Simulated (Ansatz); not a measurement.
System: Ga2O3.

Input

```
crystal:
  lattice:
    - [1.410195, -4.697196, 0.0]
    - [1.410195, 4.697196, 0.0]
    - [0.0, 0.0, 7.284028]
  atoms:
    - { symbol: Ga, position: [0.248024, 0.751976, 0.75] }
    - { symbol: Ga, position: [0.751976, 0.248024, 0.25] }
    - { symbol: Ga, position: [0.0, 0.0, 0.0] }
    - { symbol: Ga, position: [0.0, 0.0, 0.5] }
    - { symbol: O, position: [0.363125, 0.636875, 0.425233] }
    - { symbol: O, position: [0.636875, 0.363125, 0.574767] }
    - { symbol: O, position: [0.636875, 0.363125, 0.925233] }
    - { symbol: O, position: [0.363125, 0.636875, 0.074767] }
    - { symbol: O, position: [0.107034, 0.892966, 0.25] }
    - { symbol: O, position: [0.892966, 0.107034, 0.75] }
basis:
  ecutwfc: 420
kpoints:
  mp_grid: { grid: [10, 10, 4] }
hamiltonian:
  xc: pbesol
scf:
  occupations: { method: gaussian, width: 0.02 }
output:
  forces: true
  stress: true
  eigenvalues: true
  write_density: true
  write_potential: true
  elf: true
  volumetric_format: npy
relax:
  adjacent_minimum: "off"
  f_tol: 0.005
  max_steps: 80
  cell: { stress_tol: 0.05 }
```

Command:

```sh
ansatz run input.yaml --threads 2 --pin off --max-ram 5120MiB --backend cpu --events-out ev --progress --plain --runs-dir out
```

Below, planes, directions and counts refer to the conventional cell (a = 2.79 Å, b = 9.28 Å, c = 7.15 Å, α = 90.00°, β = 90.00°, γ = 90.00°).

The fields are those of the run's last geometry, not of the input's.

Space group Cmcm; a structure from a database of computed crystals, not necessarily the ambient phase.

Theory: Ansatz, DFT PBEsol, scalar-relativistic, plane waves, PAW.

What will maps of the valence pseudo-density and electron localisation function show?

Ga–O (2.04 Å): ρ at the midpoint is about 0.55 e/Å³; the ELF peaks at about 0.85 in the valence shell of O, 0.6 Å from its nucleus, and is about 0.30 at the midpoint.

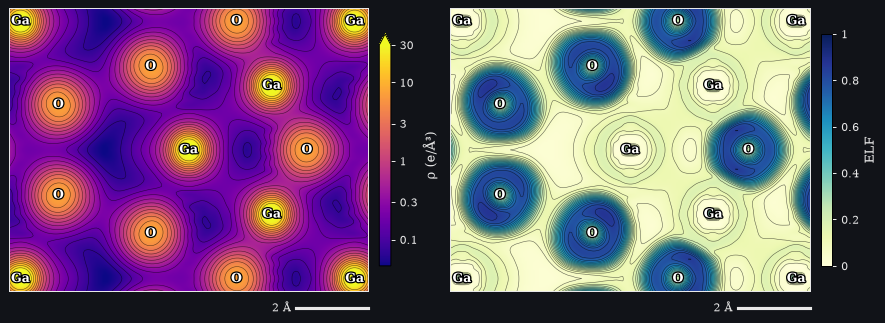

Computed valence pseudo-density and electron localisation function on the (100) plane of the conventional cell, in this order. 

In a PAW calculation such maps are meaningful between the atoms, not at the nuclei.
